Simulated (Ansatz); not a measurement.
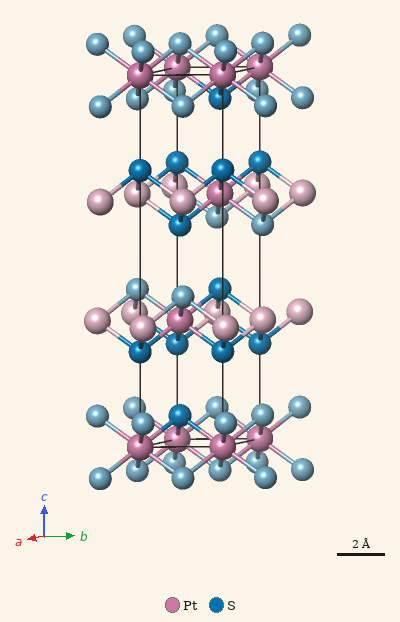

The input geometry (ball-and-stick view of the cell 3 times as large as that of the calculation, set on its symmetry axes, seen at an oblique angle; neighbours outside the cell are drawn fainter). An atom can appear more than once, as a periodic image. Near neighbours in the periodic cell (some may lie outside the picture): Pt has 6 S at 2.39 Å; S has 3 Pt at 2.39 Å.

**Geometry relaxation, with input and output: PtS2 (part 1 of 2)**

System: PtS2 (R-3m, 3 atoms in the cell).
Method: DFT, r2SCAN+rVV10, plane waves, PAW, no spin polarisation (Ansatz 0.2.0).

The structure was built on a prototype by a generator. The geometry comes from this level: pbe-d3bj.

**Input file**
```yaml
crystal:
  lattice:
    - [1.7716836771, 1.0228820479, 5.3379952405]
    - [-1.7716836771, 1.0228820479, 5.3379952405]
    - [0.0, -2.0457640958, 5.3379952405]
  atoms:
    - { symbol: Pt, position: [0.0, 0.0, 0.0] }
    - { symbol: S, position: [0.2561727365, 0.2561727365, 0.2561727365] }
    - { symbol: S, position: [0.7438272635, 0.7438272635, 0.7438272635] }
kpoints:
  mp_grid: { grid: [8, 8, 8] }
hamiltonian:
  xc: r2scan
  dispersion: rvv10
scf:
  occupations: { method: fermi_dirac, width: 0.02 }
relax:
  f_tol: 0.005
  cell: {}
output:
  write_density: true
  write_potential: true
  elf: true
  volumetric_format: npy
```

Command:
```bash
ansatz run input.yaml --threads 2 --pin off --max-ram 2211MiB --backend cpu --events-out ev --progress --plain --runs-dir out
```

**What the program printed**
```
basis.fft_grid_basis auto: the FFT boxes are laid along the combinations [[1, -1, 0], [0, 1, 0], [0, -1, 1]] of the cell's own vectors, 3.543, 5.717 and 3.543 Å long. The dense box has 30×48×30 points. Along the cell's own vectors, as sized, it would have 48×48×48, 2.56 times as many. Of the 12 symmetry operations that the crystal satisfies within crystal.symmetry.tolerance (time reversal apart; of a slab, those that keep its plane) the dense box along the cell's own vectors carries 12, and the one as laid loses 8 of those. basis.fft_grid_basis: typed keeps the cell's own vectors: state it where this run's energies or levels are differenced outside the engine with another run's, or held beside a run that keeps those vectors. Those combinations have planes normal to reciprocal vector 3, as the cell's own vectors have. Each planar average written beside output.write_density, output.write_potential has a row for each plane of the box: 30. The volumetric files lie along those combinations, not along the cell's own vectors: a cube or XSF file states them, and fields.json those of NumPy files.
Engine: ansatz 0.2.0, aarch64-unknown-linux-gnu
Pseudopotentials: kind: paw
Pseudopotential: Pt, paw, valence charge 18, recommended cutoff 500 eV (meta_gga), Pt.paw.azcp
Pseudopotential: S, paw, valence charge 6, recommended cutoff 500 eV (meta_gga), S.paw.azcp
Functional definition: r2SCAN+rVV10
  parameter k0 = 0.174
  parameter k1 = 0.065
  parameter a1 = 4.9479
  exchange = r2scan_x(k0 = k0, k1 = k1, a1 = a1)
  correlation = r2scan_c + rvv10(11.95, 0.0093)
Crystal: 3 atoms, lattice volume = 58.042 Å³
Basis set: ecut = 500 eV, 1483 PW (Γ), FFT grids on a1−a2, a2, −a2+a3, exchange–correlation on 120×192×120 points (64 copies of the dense FFT grid, shifted against one another)
Bands: 19, of which v1, the nominal top of the filled ones, is band 15 counted from 1 (14 counted from 0)
Symmetry: 12 space group operations
Space group: R-3m (ITA 166), of the structure as read, at distance tolerance 3.9e-5 Å
k-points: 65 of 512
Non-local potential: Pt, projectors of the file, l = 0: 3, l = 1: 2, l = 2: 2, l = 3: 1
Non-local potential: S, projectors of the file, l = 0: 2, l = 1: 2, l = 2: 2
PAW form: soft (Blöchl's): semilocal exchange-correlation on the pseudo side does not see the compensation charge
rVV10 density: all electrons in the spheres
PAW frozen core: Pt, regenerated for the run's functional (the file was generated under x = pbe(κ = 0.804, μ = 0.2195149727645171), c = pbe(β = 0.06672455060314922))
PAW frozen core: S, regenerated for the run's functional (the file was generated under x = pbe(κ = 0.804, μ = 0.2195149727645171), c = pbe(β = 0.06672455060314922))
PAW one-centre angular grid: Pt, 590 points (default); XC on 160 Gauss nodes
PAW one-centre angular grid: S, 302 points (default); XC on 160 Gauss nodes
Initial density: superposition of atomic densities (neutral atoms: chi_scale 0, normalization atom), corrected by the library's trained network
Initial wavefunctions: pseudopotential atomic-orbital guess
Functional: x = r2scan, c = r2scan + rvv10(b = 11.95, C = 0.0093); τ floored in thin density (d = 2e-4 eV/Å³)
SCF iter   1: F=—  HF=-14345.584259 eV  |F-HF|=—  |Δ(HF+E_count)|=         —  Δρ=8.28e-3  dr2=3.80e-2  dr2_τ=8.58e-2  ethr=1.77e-3  ⟨swp⟩=6.1  Hψ=6681  notcnv=0
preconditioner: auto → none  [insulator: Δε(μ)=0.882 eV  Ē_g=10.109 eV  σ=0.020 eV  W_gap=1.00  n_scr=16 (ndim 8)  ℏωp=22.9 eV  f_vac=0.041  D(μ)=0.00/eV (n_scr^D=0)  ε∞_Penn≈6.1]
SCF iter   2: F=—  HF=-14345.628323 eV  |F-HF|=—  |Δ(HF+E_count)|=   4.41e-2  Δρ=8.54e-3  dr2=5.86e-2  dr2_τ=7.76e-3  ethr=1.27e-4  ⟨swp⟩=3.0  Hψ=2871  notcnv=0
SCF iter   3: F=—  HF=-14345.618330 eV  |F-HF|=—  |Δ(HF+E_count)|=   9.99e-3  Δρ=2.97e-3  dr2=1.85e-3  dr2_τ=2.30e-4  ethr=1.27e-4  ⟨swp⟩=2.3  Hψ=1961  notcnv=0
SCF iter   4: F=—  HF=-14345.618969 eV  |F-HF|=—  |Δ(HF+E_count)|=   6.39e-4  Δρ=6.25e-4  dr2=2.09e-4  dr2_τ=1.46e-5  ethr=6.18e-6  ⟨swp⟩=2.1  Hψ=2080  notcnv=0
SCF iter   5: F=—  HF=-14345.618953 eV  |F-HF|=—  |Δ(HF+E_count)|=   1.58e-5  Δρ=7.83e-5  dr2=3.39e-6  dr2_τ=6.99e-7  ethr=6.98e-7  ⟨swp⟩=2.0  Hψ=1814  notcnv=0
SCF iter   6: F=—  HF=-14345.618948 eV  |F-HF|=—  |Δ(HF+E_count)|=   5.03e-6  Δρ=3.60e-5  dr2=3.25e-7  dr2_τ=2.72e-8  ethr=1.13e-8  ⟨swp⟩=2.0  Hψ=1937  notcnv=0
SCF iter   7: F=-14345.618948 eV  HF=-14345.618948 eV  |F-HF|=4.93e-9  |Δ(HF+E_count)|=   2.30e-7  Δρ=5.36e-6  dr2=7.38e-9  dr2_τ=1.87e-9  ethr=3.33e-10  ⟨swp⟩=8.9  Hψ=8059  notcnv=0
SCF 1 converged in 7 iterations: F = -14345.618948 eV  dr2 = 7.38e-9
  greatest PAW one-centre occupation: 1.000 electrons in one spin orbital (limit 2), on the Pt atom at site 0 (counted from 0), in its partial waves of l = 0
relax step   1: F+E_penalty+E_count = -14345.61894842 eV  Δ(F+E_penalty+E_count) = +0.000e0 eV  max|allowed force component| = 8.065e-2 eV/Å  Δτ_max = 0.0000 Å  P = -0.169 GPa  Ω = 58.042 Å³  (7 SCF iters, dr2 threshold 1.00e-7 eV, accepted)
Crystal: 3 atoms, lattice volume = 59.873 Å³
Basis set: ecut = 500 eV, 1521 PW (Γ), FFT grids on a1−a2, a2, −a2+a3, exchange–correlation on 120×192×120 points (64 copies of the dense FFT grid, shifted against one another)
rVV10 density: all electrons in the spheres
Initial density: handed on by an earlier stage of this run
Initial wavefunctions: those handed on with the density
iter 1 solved again at ethr=1.50e-5 eV; its pass at ethr=3.10e-3 eV (dr2=4.50e-3 eV) is discarded
SCF iter   1: F=—  HF=-14345.533416 eV  |F-HF|=—  |Δ(HF+E_count)|=         —  Δρ=4.16e-3  dr2=4.51e-3  dr2_τ=8.30e-2  ethr=1.50e-5  ⟨swp⟩=2.7  Hψ=8240  notcnv=0
preconditioner: auto → none  [insulator: Δε(μ)=1.224 eV  Ē_g=10.106 eV  σ=0.020 eV  W_gap=1.00  n_scr=16 (ndim 8)  ℏωp=22.5 eV  f_vac=0.060  D(μ)=0.00/eV (n_scr^D=0)  ε∞_Penn≈6.0]
SCF iter   2: F=—  HF=-14345.625277 eV  |F-HF|=—  |Δ(HF+E_count)|=   9.19e-2  Δρ=2.36e-3  dr2=1.20e-3  dr2_τ=1.18e-4  ethr=1.50e-5  ⟨swp⟩=3.0  Hψ=2615  notcnv=0
SCF iter   3: F=—  HF=-14345.625809 eV  |F-HF|=—  |Δ(HF+E_count)|=   5.32e-4  Δρ=8.85e-4  dr2=1.49e-4  dr2_τ=2.57e-5  ethr=4.02e-6  ⟨swp⟩=2.8  Hψ=2075  notcnv=0
SCF iter   4: F=—  HF=-14345.625929 eV  |F-HF|=—  |Δ(HF+E_count)|=   1.20e-4  Δρ=1.26e-4  dr2=9.78e-6  dr2_τ=1.14e-6  ethr=4.95e-7  ⟨swp⟩=2.8  Hψ=2144  notcnv=0
SCF iter   5: F=—  HF=-14345.625927 eV  |F-HF|=—  |Δ(HF+E_count)|=   1.45e-6  Δρ=6.43e-5  dr2=3.77e-6  dr2_τ=3.28e-7  ethr=3.26e-8  ⟨swp⟩=2.2  Hψ=1926  notcnv=0
SCF iter   6: F=—  HF=-14345.625927 eV  |F-HF|=—  |Δ(HF+E_count)|=   5.13e-7  Δρ=3.48e-5  dr2=1.21e-6  dr2_τ=1.19e-7  ethr=1.26e-8  ⟨swp⟩=2.1  Hψ=1759  notcnv=0
SCF iter   7: F=-14345.625927 eV  HF=-14345.625927 eV  |F-HF|=1.31e-8  |Δ(HF+E_count)|=   2.42e-7  Δρ=1.18e-5  dr2=5.92e-8  dr2_τ=2.15e-9  ethr=1.00e-9  ⟨swp⟩=7.5  Hψ=8352  notcnv=0
SCF 2 converged in 7 iterations: F = -14345.625927 eV  dr2 = 5.92e-8
relax step   2: F+E_penalty+E_count = -14345.62592657 eV  Δ(F+E_penalty+E_count) = -6.978e-3 eV  max|allowed force component| = 1.189e-1 eV/Å  Δτ_max = 0.0469 Å  P = +0.184 GPa  Ω = 59.873 Å³  energy of the carried Pulay correction = -3.989e-4 eV  (7 SCF iters, dr2 threshold 3.00e-7 eV, accepted)
Crystal: 3 atoms, lattice volume = 59.478 Å³
Basis set: ecut = 500 eV, 1497 PW (Γ), FFT grids on a1−a2, a2, −a2+a3, exchange–correlation on 120×192×120 points (64 copies of the dense FFT grid, shifted against one another)
rVV10 density: all electrons in the spheres
iter 1 solved again at ethr=2.46e-6 eV; its pass at ethr=3.10e-3 eV (dr2=7.39e-4 eV) is discarded
SCF iter   1: F=—  HF=-14345.625425 eV  |F-HF|=—  |Δ(HF+E_count)|=         —  Δρ=1.37e-3  dr2=6.55e-4  dr2_τ=3.30e-3  ethr=2.46e-6  ⟨swp⟩=2.0  Hψ=7368  notcnv=0
preconditioner: auto → none  [insulator: Δε(μ)=1.180 eV  Ē_g=10.122 eV  σ=0.020 eV  W_gap=1.00  n_scr=16 (ndim 8)  ℏωp=22.6 eV  f_vac=0.051  D(μ)=0.00/eV (n_scr^D=0)  ε∞_Penn≈6.0]
SCF iter   2: F=—  HF=-14345.627502 eV  |F-HF|=—  |Δ(HF+E_count)|=   2.08e-3  Δρ=8.11e-4  dr2=3.56e-4  dr2_τ=2.08e-5  ethr=2.18e-6  ⟨swp⟩=2.0  Hψ=2210  notcnv=0
SCF iter   3: F=—  HF=-14345.627508 eV  |F-HF|=—  |Δ(HF+E_count)|=   5.91e-6  Δρ=5.44e-4  dr2=1.95e-4  dr2_τ=2.83e-5  ethr=1.19e-6  ⟨swp⟩=2.0  Hψ=1689  notcnv=0
SCF iter   4: F=—  HF=-14345.627484 eV  |F-HF|=—  |Δ(HF+E_count)|=   2.41e-5  Δρ=1.99e-4  dr2=8.11e-6  dr2_τ=2.39e-6  ethr=6.49e-7  ⟨swp⟩=2.2  Hψ=1609  notcnv=0
SCF iter   5: F=—  HF=-14345.627488 eV  |F-HF|=—  |Δ(HF+E_count)|=   3.68e-6  Δρ=4.09e-5  dr2=3.30e-7  dr2_τ=3.65e-8  ethr=2.70e-8  ⟨swp⟩=2.6  Hψ=2156  notcnv=0
SCF iter   6: F=-14345.627488 eV  HF=-14345.627488 eV  |F-HF|=1.10e-8  |Δ(HF+E_count)|=   1.95e-7  Δρ=9.13e-6  dr2=1.95e-8  dr2_τ=4.35e-9  ethr=1.00e-9  ⟨swp⟩=9.0  Hψ=8109  notcnv=0
SCF 3 converged in 6 iterations: F = -14345.627488 eV  dr2 = 1.95e-8
relax step   3: F+E_penalty+E_count = -14345.62748777 eV  Δ(F+E_penalty+E_count) = -1.561e-3 eV  max|allowed force component| = 5.597e-3 eV/Å  Δτ_max = 0.0142 Å  P = +0.139 GPa  Ω = 59.478 Å³  energy of the carried Pulay correction = -3.139e-4 eV  (6 SCF iters, dr2 threshold 3.00e-7 eV, accepted)
Crystal: 3 atoms, lattice volume = 59.564 Å³
Basis set: ecut = 500 eV, 1509 PW (Γ), FFT grids on a1−a2, a2, −a2+a3, exchange–correlation on 120×192×120 points (64 copies of the dense FFT grid, shifted against one another)
rVV10 density: all electrons in the spheres
iter 1 solved again at ethr=6.20e-8 eV; its pass at ethr=3.10e-3 eV (dr2=1.86e-5 eV) is discarded
SCF iter   1: F=—  HF=-14345.627419 eV  |F-HF|=—  |Δ(HF+E_count)|=         —  Δρ=2.45e-4  dr2=1.84e-5  dr2_τ=2.14e-4  ethr=6.20e-8  ⟨swp⟩=3.0  Hψ=7571  notcnv=0
preconditioner: auto → none  [insulator: Δε(μ)=1.185 eV  Ē_g=10.110 eV  σ=0.020 eV  W_gap=1.00  n_scr=16 (ndim 8)  ℏωp=22.6 eV  f_vac=0.052  D(μ)=0.00/eV (n_scr^D=0)  ε∞_Penn≈6.0]
SCF iter   2: F=—  HF=-14345.627575 eV  |F-HF|=—  |Δ(HF+E_count)|=   1.56e-4  Δρ=1.23e-4  dr2=3.39e-6  dr2_τ=4.71e-7  ethr=6.13e-8  ⟨swp⟩=2.0  Hψ=2145  notcnv=0
SCF iter   3: F=—  HF=-14345.627576 eV  |F-HF|=—  |Δ(HF+E_count)|=   7.66e-7  Δρ=5.89e-5  dr2=7.55e-7  dr2_τ=1.21e-7  ethr=1.13e-8  ⟨swp⟩=2.0  Hψ=1802  notcnv=0
SCF iter   4: F=—  HF=-14345.627577 eV  |F-HF|=—  |Δ(HF+E_count)|=   6.77e-7  Δρ=4.05e-5  dr2=1.58e-6  dr2_τ=1.80e-7  ethr=2.52e-9  ⟨swp⟩=2.0  Hψ=2145  notcnv=0
SCF iter   5: F=-14345.627576 eV  HF=-14345.627576 eV  |F-HF|=8.78e-9  |Δ(HF+E_count)|=   2.77e-7  Δρ=7.22e-6  dr2=2.32e-8  dr2_τ=2.00e-9  ethr=4.21e-10  ⟨swp⟩=7.1  Hψ=8521  notcnv=0
SCF 4 converged in 5 iterations: F = -14345.627576 eV  dr2 = 2.32e-8
relax step   4: F+E_penalty+E_count = -14345.62757623 eV  Δ(F+E_penalty+E_count) = -8.847e-5 eV  max|allowed force component| = 1.576e-3 eV/Å  Δτ_max = 0.0013 Å  P = -0.019 GPa  Ω = 59.564 Å³  energy of the carried Pulay correction = -3.324e-4 eV  (5 SCF iters, dr2 threshold 1.26e-7 eV, accepted)
Basis set: ecut = 500 eV, 1509 PW (Γ), FFT grids on a1−a2, a2, −a2+a3, exchange–correlation on 120×200×120 points (64 copies of the dense FFT grid, shifted against one another)
rVV10 density: all electrons in the spheres
Initial wavefunctions: pseudopotential atomic-orbital guess (no wavefunctions were taken with the density)
iter 1 solved again at ethr=1.65e-7 eV; its pass at ethr=3.10e-3 eV (dr2=4.96e-5 eV) is discarded
SCF iter   1: F=—  HF=-14345.627924 eV  |F-HF|=—  |Δ(HF+E_count)|=         —  Δρ=7.84e-5  dr2=3.42e-7  dr2_τ=3.31e-6  ethr=1.65e-7  ⟨swp⟩=3.2  Hψ=10150  notcnv=0
preconditioner: auto → none  [insulator: Δε(μ)=1.185 eV  Ē_g=10.110 eV  σ=0.020 eV  W_gap=1.00  n_scr=16 (ndim 8)  ℏωp=22.6 eV  f_vac=0.051  D(μ)=0.00/eV (n_scr^D=0)  ε∞_Penn≈6.0]
SCF iter   2: F=—  HF=-14345.627931 eV  |F-HF|=—  |Δ(HF+E_count)|=   7.92e-6  Δρ=3.82e-5  dr2=1.00e-7  dr2_τ=3.22e-7  ethr=1.14e-9  ⟨swp⟩=2.2  Hψ=1995  notcnv=0
SCF iter   3: F=—  HF=-14345.627932 eV  |F-HF|=—  |Δ(HF+E_count)|=   1.18e-7  Δρ=1.68e-5  dr2=2.17e-7  dr2_τ=4.92e-8  ethr=3.33e-10  ⟨swp⟩=2.6  Hψ=2230  notcnv=0
SCF iter   4: F=—  HF=-14345.627932 eV  |F-HF|=—  |Δ(HF+E_count)|=   3.00e-8  Δρ=3.77e-6  dr2=1.45e-9  dr2_τ=2.53e-9  ethr=3.33e-10  ⟨swp⟩=2.1  Hψ=1794  notcnv=0
SCF iter   5: F=—  HF=-14345.627932 eV  |F-HF|=—  |Δ(HF+E_count)|=   2.51e-9  Δρ=3.45e-7  dr2=3.59e-11  dr2_τ=2.92e-11  ethr=4.84e-12  ⟨swp⟩=2.0  Hψ=2021  notcnv=0
SCF iter   6: F=-14345.627932 eV  HF=-14345.627932 eV  |F-HF|=1.82e-12  |Δ(HF+E_count)|=  1.46e-11  Δρ=1.11e-7  dr2=3.28e-12  dr2_τ=1.34e-12  ethr=1.00e-12  ⟨swp⟩=6.0  Hψ=5604  notcnv=0
SCF 5 converged in 6 iterations: F = -14345.627932 eV  dr2 = 3.28e-12
relax step   5: F+E_penalty+E_count = -14345.62793152 eV  Δ(F+E_penalty+E_count) = -3.553e-4 eV  max|allowed force component| = 1.420e-3 eV/Å  Δτ_max = 0.0000 Å  P = -0.018 GPa  Ω = 59.564 Å³  stress off target by 2.15e-2 GPa  SCF on the basis re-selected at this cell (its energy is not comparable with the rows above)  (6 SCF iters)
```

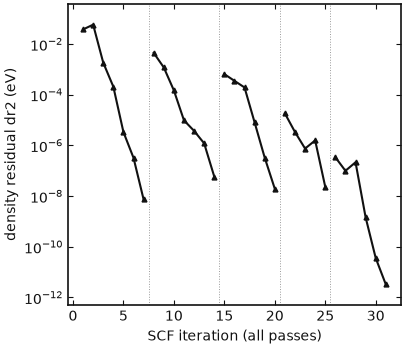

Convergence of the self-consistent field: density residual dr2 against the SCF iteration. The dotted lines part the SCF passes of the relaxation: geometry steps, rejected trials and re-solves on a re-selected basis. The 5 passes take 5 to 7 iterations each, 31 in all.

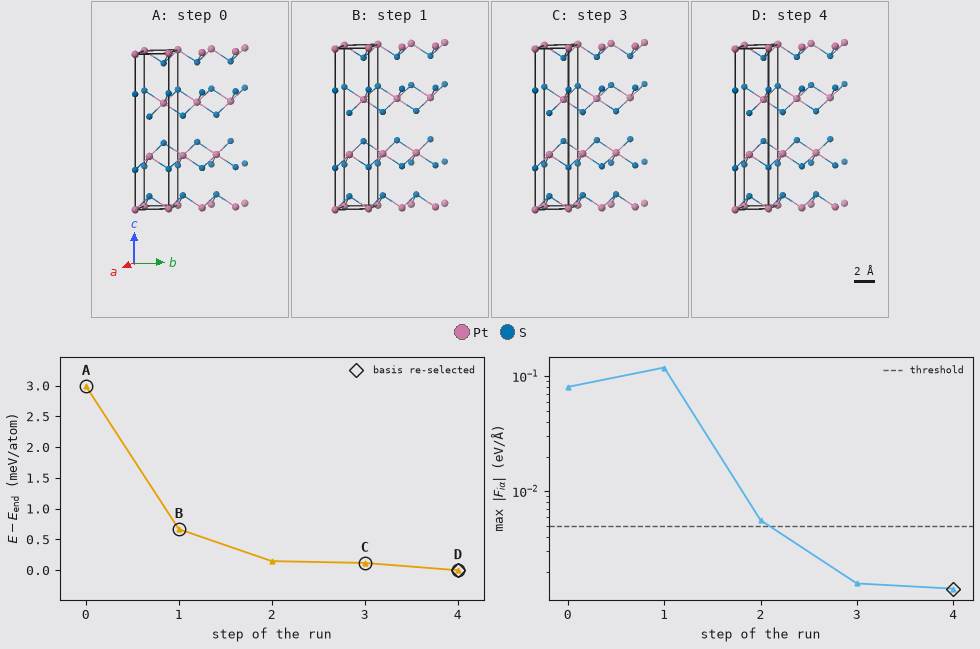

Frames of the relaxation (ball-and-stick view of the cell 3 times as large as that of the calculation, set on its symmetry axes, repeated 1 × 3 × 1, seen slightly off an axis) above the curves, on which the letters mark them (the first geometry is step 0 here and step 1 in the log).
